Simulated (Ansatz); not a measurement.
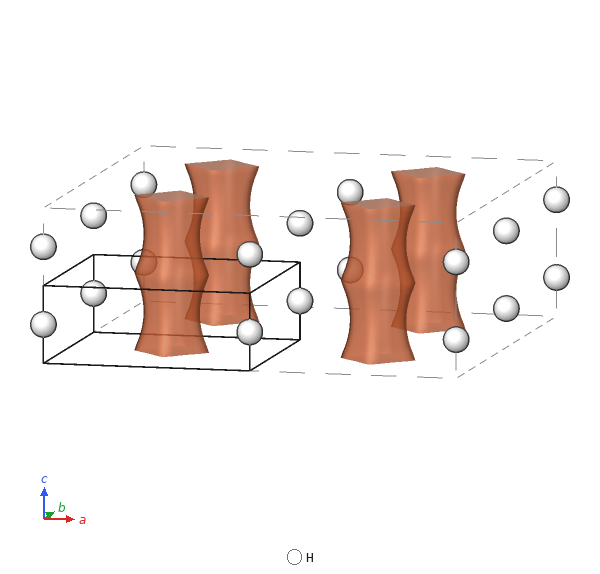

The orange surface encloses the points that the centre of a probe sphere of radius 1.30 Å can occupy in H in space group P4/mmm, computed on a grid of about 0.11 Å (2×2×2 cells shown, view slightly off an axis; pale faces close the region where the box cuts it).

The atoms' radii are covalent radii (Cordero): H 0.31 Å.

The cell is taken from the input geometry of an electronic-structure calculation (not necessarily at equilibrium).

```
CELL_PARAMETERS angstrom
2.64964 0.00000 0.00000
0.00000 2.64964 0.00000
0.00000 0.00000 0.98049
ATOMIC_POSITIONS crystal
H 0.00000 0.00000 0.50000
```

Question: Is the space open to the probe made of pockets or channels?

Answer: Where they connect, they form one-dimensional channels along [001].

Question: What share of the cell can the probe's centre reach?

Answer: About 5.1 % of the volume (0.35 Å³ of 6.9 Å³).

Question: Give the largest included and the largest free sphere.

Answer: The largest sphere that fits anywhere has a diameter of 3.25 Å; the largest that can travel through the crystal, about 3.1 Å.

Question: How does the connectivity change as the probe shrinks?

Answer: Below a radius of about 1.56 Å the space forms one-dimensional channels along [001]. Below a radius of about 1.10 Å the space forms a three-dimensional network. These are grid estimates, good to about 0.05 Å.
